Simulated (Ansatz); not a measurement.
## Geometry relaxation, with input and output: Al3GaAs4 (part 1 of 2)

- system: Al3GaAs4 (I-42m, 8 atoms in the cell)
- method: DFT, r2SCAN, plane waves, PAW, no spin polarisation (Ansatz 0.2.0)

The structure was built on a prototype by a generator; it need not be a known phase. The geometry comes from this level: PBE. Figures and captions count atoms from 1; the log counts them from 0 in places.

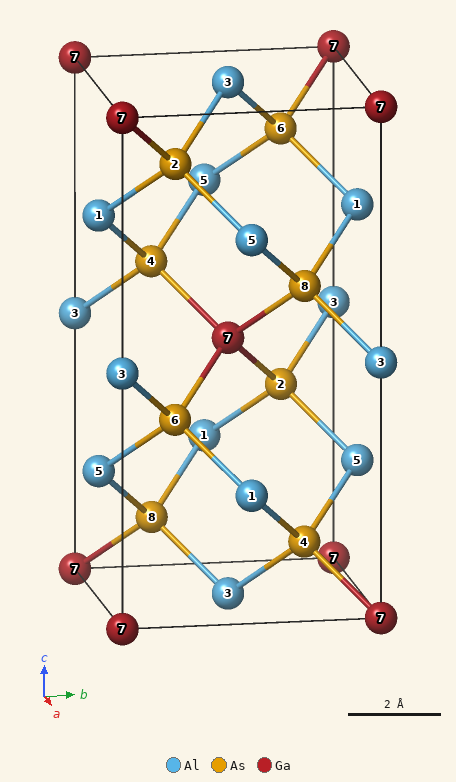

The structure as given in the input (ball-and-stick view of the cell 2 times as large as that of the calculation, set on its symmetry axes, seen slightly off an axis; atoms are numbered from 1 in the order of the input). An atom can appear more than once, as a periodic image. Near neighbours in the periodic cell (some may lie outside the picture): Al has 4 As at 2.48 Å; As has 3 Al at 2.48 Å and 1 Ga at 2.49 Å; Ga has 4 As at 2.49 Å.

Results in brief

```tsv
quantity	value
outcome	converged
space group (tolerance 0.01 Å)	I-42m (121)
electrons treated	82
free energy	−24874.4666 eV
Fermi energy	7.396 eV
pressure	0.00 GPa
final volume	182.87 Å³
largest force (length of the vector) at the end	0.001 eV/Å
final cell	a = 6.952 Å, b = 6.952 Å, c = 6.952 Å, α = 131.81°, β = 131.81°, γ = 70.53°
hardware	4 threads of Arm Neoverse V1, 24 GiB of memory available, shared host
wall time	49 s (CPU time 3.2 min)
peak memory	1.2 GiB
```

Input
```yaml
crystal:
  lattice:
    - [-2.866483659, 2.866483659, 5.7329958786]
    - [2.866483659, -2.866483659, 5.7329958786]
    - [2.866483659, 2.866483659, -5.7329958786]
  atoms:
    - { symbol: Al, position: [0.75, 0.25, 0.5] }
    - { symbol: As, position: [0.1253195813, 0.6238114141, 0.0] }
    - { symbol: Al, position: [0.5, 0.5, 0.0] }
    - { symbol: As, position: [0.8746804187, 0.8746804187, 0.4984918328] }
    - { symbol: Al, position: [0.25, 0.75, 0.5] }
    - { symbol: As, position: [0.6238114141, 0.1253195813, 0.0] }
    - { symbol: Ga, position: [0.0, 0.0, 0.0] }
    - { symbol: As, position: [0.3761885859, 0.3761885859, 0.5015081672] }
kpoints:
  mp_grid: { grid: [6, 6, 6] }
hamiltonian:
  xc: r2scan
scf:
  occupations: { method: fermi_dirac, width: 0.02 }
relax:
  f_tol: 0.005
  cell: {}
```

Run as:
```bash
ansatz run input.yaml --threads 4 --pin off --max-ram 6451MiB --backend cpu --events-out ev --progress --plain --runs-dir out
```

What the program printed
```
Engine: ansatz 0.2.0, aarch64-unknown-linux-gnu
Pseudopotentials: kind: paw
Pseudopotential: Al, paw, valence charge 3, recommended cutoff 500 eV (meta_gga), Al.paw.azcp
Pseudopotential: As, paw, valence charge 15, recommended cutoff 500 eV (meta_gga), As.paw.azcp
Pseudopotential: Ga, paw, valence charge 13, recommended cutoff 500 eV (meta_gga), Ga.paw.azcp
Functional definition: r2SCAN
  parameter k0 = 0.174
  parameter k1 = 0.065
  parameter a1 = 4.9479
  exchange = r2scan_x(k0 = k0, k1 = k1, a1 = a1)
  correlation = r2scan_c
Crystal: 8 atoms, lattice volume = 188.426 Å³
Basis set: ecut = 500 eV, 4861 PW (Γ), exchange–correlation on 216×216×216 points (64 copies of the dense FFT grid, shifted against one another)
Bands: 50, of which v1, the nominal top of the filled ones, is band 41 counted from 1 (40 counted from 0)
Symmetry: 8 space group operations
Space group: I-42m (ITA 121), of the structure as read, at distance tolerance 5.7e-5 Å
k-points: 30 of 216 (time reversal used)
Non-local potential: Al, projectors of the file, l = 0: 2, l = 1: 2, l = 2: 1
Non-local potential: As, projectors of the file, l = 0: 2, l = 1: 2, l = 2: 3, l = 3: 1
Non-local potential: Ga, projectors of the file, l = 0: 2, l = 1: 2, l = 2: 3, l = 3: 1
PAW form: soft (Blöchl's): semilocal exchange-correlation on the pseudo side does not see the compensation charge
PAW frozen core: Al, regenerated for the run's functional (the file was generated under x = pbe(κ = 0.804, μ = 0.2195149727645171), c = pbe(β = 0.06672455060314922))
PAW frozen core: As, regenerated for the run's functional (the file was generated under x = pbe(κ = 0.804, μ = 0.2195149727645171), c = pbe(β = 0.06672455060314922))
PAW frozen core: Ga, regenerated for the run's functional (the file was generated under x = pbe(κ = 0.804, μ = 0.2195149727645171), c = pbe(β = 0.06672455060314922))
PAW one-centre angular grid: Al, 302 points (default); XC on 160 Gauss nodes
PAW one-centre angular grid: As, 590 points (default); XC on 160 Gauss nodes
PAW one-centre angular grid: Ga, 590 points (default); XC on 160 Gauss nodes
Initial density: superposition of atomic densities (neutral atoms: chi_scale 0, normalization atom), corrected by the library's trained network
Initial wavefunctions: pseudopotential atomic-orbital guess
Functional: x = r2scan, c = r2scan; τ floored in thin density (d = 2e-4 eV/Å³)
SCF iter   1: F=—  HF=-24874.367164 eV  |F-HF|=—  |Δ(HF+E_count)|=         —  Δρ=4.74e-3  dr2=4.15e-2  dr2_τ=2.75e-2  ethr=1.77e-3  ⟨swp⟩=7.4  Hψ=6069  notcnv=0  defer=1
preconditioner: auto → Resta (q_TF=auto, 2.375 Å⁻¹)  ε∞=3.3  [insulator: Δε(μ)=1.778 eV  Ē_g=11.476 eV  σ=0.020 eV  W_gap=1.00  n_scr=36 (ndim 8)  ℏωp=17.5 eV  f_vac=0.025  D(μ)=0.00/eV (n_scr^D=0)  ε∞_Penn≈3.3]
SCF iter   2: F=—  HF=-24874.430428 eV  |F-HF|=—  |Δ(HF+E_count)|=   6.33e-2  Δρ=2.00e-3  dr2=1.08e-2  dr2_τ=9.22e-5  ethr=5.06e-5  ⟨swp⟩=3.0  Hψ=3314  notcnv=0  defer=98
SCF iter   3: F=—  HF=-24874.428774 eV  |F-HF|=—  |Δ(HF+E_count)|=   1.65e-3  Δρ=1.32e-3  dr2=3.54e-3  dr2_τ=2.63e-5  ethr=1.31e-5  ⟨swp⟩=2.0  Hψ=2204  notcnv=0  defer=68
automatic band count: iteration 3 solves 49 bands in place of 50: the levels show a gap, and the empty bands left out lie too high to hold charge; the band table lists the bands solved (type scf.n_extra_bands for more)
SCF iter   4: F=—  HF=-24874.428463 eV  |F-HF|=—  |Δ(HF+E_count)|=   3.11e-4  Δρ=2.68e-4  dr2=1.18e-4  dr2_τ=3.18e-6  ethr=4.32e-6  ⟨swp⟩=2.0  Hψ=2204  notcnv=0  defer=68
SCF iter   5: F=—  HF=-24874.428401 eV  |F-HF|=—  |Δ(HF+E_count)|=   6.18e-5  Δρ=1.20e-4  dr2=2.95e-5  dr2_τ=4.40e-7  ethr=1.44e-7  ⟨swp⟩=2.0  Hψ=2632  notcnv=0  defer=68
SCF iter   6: F=—  HF=-24874.428428 eV  |F-HF|=—  |Δ(HF+E_count)|=   2.63e-5  Δρ=3.48e-5  dr2=3.30e-6  dr2_τ=3.14e-8  ethr=3.60e-8  ⟨swp⟩=2.0  Hψ=2032  notcnv=0  defer=68
SCF iter   7: F=—  HF=-24874.428429 eV  |F-HF|=—  |Δ(HF+E_count)|=   1.09e-6  Δρ=8.46e-6  dr2=1.97e-7  dr2_τ=1.32e-9  ethr=4.02e-9  ⟨swp⟩=2.0  Hψ=1780  notcnv=0  defer=68
SCF iter   8: F=-24874.428429 eV  HF=-24874.428429 eV  |F-HF|=6.51e-10  |Δ(HF+E_count)|=   1.02e-7  Δρ=1.54e-6  dr2=6.91e-9  dr2_τ=6.98e-11  ethr=1.22e-10  ⟨swp⟩=4.2  Hψ=4669  notcnv=0
SCF 1 converged in 8 iterations: F = -24874.428429 eV  dr2 = 6.91e-9
  greatest PAW one-centre occupation: 0.999 electrons in one spin orbital (limit 2), on the As atom at site 5 (counted from 0), in its partial waves of l = 2
relax step   1: F+E_penalty+E_count = -24874.42842872 eV  Δ(F+E_penalty+E_count) = +0.000e0 eV  max|allowed force component| = 2.901e-2 eV/Å  Δτ_max = 0.0000 Å  P = -2.105 GPa  Ω = 188.426 Å³  (8 SCF iters, dr2 threshold 1.00e-7 eV, accepted)
Crystal: 8 atoms, lattice volume = 182.713 Å³
Basis set: ecut = 500 eV, 4661 PW (Γ), exchange–correlation on 216×216×216 points (64 copies of the dense FFT grid, shifted against one another)
Initial density: handed on by an earlier stage of this run
Initial wavefunctions: those handed on with the density
iter 1 solved again at ethr=4.92e-6 eV; its pass at ethr=3.10e-3 eV (dr2=4.04e-3 eV) is discarded
SCF iter   1: F=—  HF=-24874.450064 eV  |F-HF|=—  |Δ(HF+E_count)|=         —  Δρ=1.20e-3  dr2=3.97e-3  dr2_τ=4.12e-3  ethr=4.92e-6  ⟨swp⟩=2.4  Hψ=6917  notcnv=0
automatic band count: iteration 1 solves 49 bands in place of 50: the levels show a gap, and the empty bands left out lie too high to hold charge; the band table lists the bands solved (type scf.n_extra_bands for more)
preconditioner: auto → Resta (q_TF=auto, 2.387 Å⁻¹)  ε∞=3.5  [insulator: Δε(μ)=1.804 eV  Ē_g=11.362 eV  σ=0.020 eV  W_gap=1.00  n_scr=36 (ndim 8)  ℏωp=17.8 eV  f_vac=0.013  D(μ)=0.00/eV (n_scr^D=0)  ε∞_Penn≈3.5]
SCF iter   2: F=—  HF=-24874.467138 eV  |F-HF|=—  |Δ(HF+E_count)|=   1.71e-2  Δρ=8.90e-4  dr2=2.18e-3  dr2_τ=1.02e-5  ethr=4.84e-6  ⟨swp⟩=3.1  Hψ=2514  notcnv=0
SCF iter   3: F=—  HF=-24874.467198 eV  |F-HF|=—  |Δ(HF+E_count)|=   6.01e-5  Δρ=2.69e-4  dr2=2.66e-4  dr2_τ=4.18e-6  ethr=2.65e-6  ⟨swp⟩=2.0  Hψ=2300  notcnv=0
SCF iter   4: F=—  HF=-24874.467131 eV  |F-HF|=—  |Δ(HF+E_count)|=   6.66e-5  Δρ=1.97e-4  dr2=5.38e-5  dr2_τ=5.51e-7  ethr=3.24e-7  ⟨swp⟩=2.0  Hψ=2100  notcnv=0
SCF iter   5: F=—  HF=-24874.467124 eV  |F-HF|=—  |Δ(HF+E_count)|=   7.11e-6  Δρ=8.21e-5  dr2=1.62e-5  dr2_τ=7.69e-8  ethr=6.56e-8  ⟨swp⟩=2.0  Hψ=1620  notcnv=0
SCF iter   6: F=-24874.467124 eV  HF=-24874.467125 eV  |F-HF|=5.51e-7  |Δ(HF+E_count)|=   4.34e-7  Δρ=1.29e-5  dr2=5.77e-7  dr2_τ=1.09e-8  ethr=9.76e-10  ⟨swp⟩=3.0  Hψ=5328  notcnv=0
SCF 2 converged in 6 iterations: F = -24874.467124 eV  dr2 = 5.77e-7
  greatest PAW one-centre occupation: 0.999 electrons in one spin orbital (limit 2), on the As atom at site 7 (counted from 0), in its partial waves of l = 2
relax step   2: F+E_penalty+E_count = -24874.46712409 eV  Δ(F+E_penalty+E_count) = -3.870e-2 eV  max|allowed force component| = 4.908e-3 eV/Å  Δτ_max = 0.0055 Å  P = +0.060 GPa  Ω = 182.713 Å³  energy of the carried Pulay correction = +5.914e-4 eV  (6 SCF iters, dr2 threshold 8.00e-7 eV, accepted)
Crystal: 8 atoms, lattice volume = 182.865 Å³
iter 1 solved again at ethr=5.22e-9 eV; its pass at ethr=3.10e-3 eV (dr2=4.28e-6 eV) is discarded
SCF iter   1: F=—  HF=-24874.467130 eV  |F-HF|=—  |Δ(HF+E_count)|=         —  Δρ=4.63e-5  dr2=4.20e-6  dr2_τ=5.79e-6  ethr=5.22e-9  ⟨swp⟩=3.0  Hψ=6613  notcnv=0
automatic band count: iteration 1 solves 49 bands in place of 50: the levels show a gap, and the empty bands left out lie too high to hold charge; the band table lists the bands solved (type scf.n_extra_bands for more)
preconditioner: auto → Resta (q_TF=auto, 2.387 Å⁻¹)  ε∞=3.5  [insulator: Δε(μ)=1.814 eV  Ē_g=11.345 eV  σ=0.020 eV  W_gap=1.00  n_scr=36 (ndim 8)  ℏωp=17.8 eV  f_vac=0.018  D(μ)=0.00/eV (n_scr^D=0)  ε∞_Penn≈3.5]
SCF iter   2: F=—  HF=-24874.467143 eV  |F-HF|=—  |Δ(HF+E_count)|=   1.34e-5  Δρ=3.03e-5  dr2=1.77e-6  dr2_τ=1.25e-8  ethr=5.12e-9  ⟨swp⟩=2.0  Hψ=2100  notcnv=0
SCF iter   3: F=—  HF=-24874.467143 eV  |F-HF|=—  |Δ(HF+E_count)|=   1.31e-7  Δρ=8.57e-6  dr2=2.11e-7  dr2_τ=4.26e-9  ethr=2.16e-9  ⟨swp⟩=2.0  Hψ=2100  notcnv=0
SCF iter   4: F=—  HF=-24874.467143 eV  |F-HF|=—  |Δ(HF+E_count)|=   1.00e-7  Δρ=4.29e-6  dr2=2.28e-8  dr2_τ=4.59e-10  ethr=2.58e-10  ⟨swp⟩=3.0  Hψ=2700  notcnv=0
SCF iter   5: F=-24874.467143 eV  HF=-24874.467143 eV  |F-HF|=7.35e-10  |Δ(HF+E_count)|=   4.94e-9  Δρ=1.39e-6  dr2=5.23e-9  dr2_τ=5.25e-11  ethr=1.12e-11  ⟨swp⟩=4.0  Hψ=4680  notcnv=0
SCF 3 converged in 5 iterations: F = -24874.467143 eV  dr2 = 5.23e-9
  greatest PAW one-centre occupation: 0.999 electrons in one spin orbital (limit 2), on the As atom at site 3 (counted from 0), in its partial waves of l = 2
relax step   3: F+E_penalty+E_count = -24874.46714336 eV  Δ(F+E_penalty+E_count) = -1.927e-5 eV  max|allowed force component| = 1.033e-3 eV/Å  Δτ_max = 0.0006 Å  P = -0.003 GPa  Ω = 182.865 Å³  energy of the carried Pulay correction = +5.755e-4 eV  (5 SCF iters, dr2 threshold 9.16e-9 eV, accepted)
Initial wavefunctions: pseudopotential atomic-orbital guess (no wavefunctions were taken with the density)
iter 1 solved again at ethr=1.24e-7 eV; its pass at ethr=3.10e-3 eV (dr2=1.02e-4 eV) is discarded
SCF iter   1: F=—  HF=-24874.466566 eV  |F-HF|=—  |Δ(HF+E_count)|=         —  Δρ=1.97e-5  dr2=2.27e-7  dr2_τ=1.69e-7  ethr=1.24e-7  ⟨swp⟩=3.1  Hψ=9639  notcnv=0
preconditioner: auto → Resta (q_TF=auto, 2.387 Å⁻¹)  ε∞=3.4  [insulator: Δε(μ)=1.813 eV  Ē_g=11.532 eV  σ=0.020 eV  W_gap=1.00  n_scr=36 (ndim 8)  ℏωp=17.8 eV  f_vac=0.018  D(μ)=0.00/eV (n_scr^D=0)  ε∞_Penn≈3.4]
SCF iter   2: F=—  HF=-24874.466590 eV  |F-HF|=—  |Δ(HF+E_count)|=   2.47e-5  Δρ=1.30e-5  dr2=1.44e-7  dr2_τ=5.39e-9  ethr=2.76e-10  ⟨swp⟩=2.0  Hψ=2727  notcnv=0
SCF iter   3: F=—  HF=-24874.466590 eV  |F-HF|=—  |Δ(HF+E_count)|=   7.28e-8  Δρ=2.02e-6  dr2=6.11e-9  dr2_τ=4.06e-10  ethr=1.76e-10  ⟨swp⟩=2.0  Hψ=2130  notcnv=0
SCF iter   4: F=—  HF=-24874.466590 eV  |F-HF|=—  |Δ(HF+E_count)|=   7.65e-9  Δρ=8.78e-7  dr2=1.22e-9  dr2_τ=1.07e-11  ethr=7.45e-12  ⟨swp⟩=2.0  Hψ=2130  notcnv=0
SCF iter   5: F=-24874.466590 eV  HF=-24874.466590 eV  |F-HF|=7.28e-11  |Δ(HF+E_count)|=  8.73e-11  Δρ=2.17e-7  dr2=6.71e-11  dr2_τ=2.64e-12  ethr=1.00e-12  ⟨swp⟩=3.0  Hψ=6185  notcnv=0
SCF 4 converged in 5 iterations: F = -24874.466590 eV  dr2 = 6.71e-11
relax step   4: F+E_penalty+E_count = -24874.46659044 eV  Δ(F+E_penalty+E_count) = +5.529e-4 eV  max|allowed force component| = 1.036e-3 eV/Å  Δτ_max = 0.0000 Å  P = -0.004 GPa  Ω = 182.865 Å³  stress off target by 5.25e-3 GPa  SCF on the basis re-selected at this cell (its energy is not comparable with the rows above)  (5 SCF iters)
```
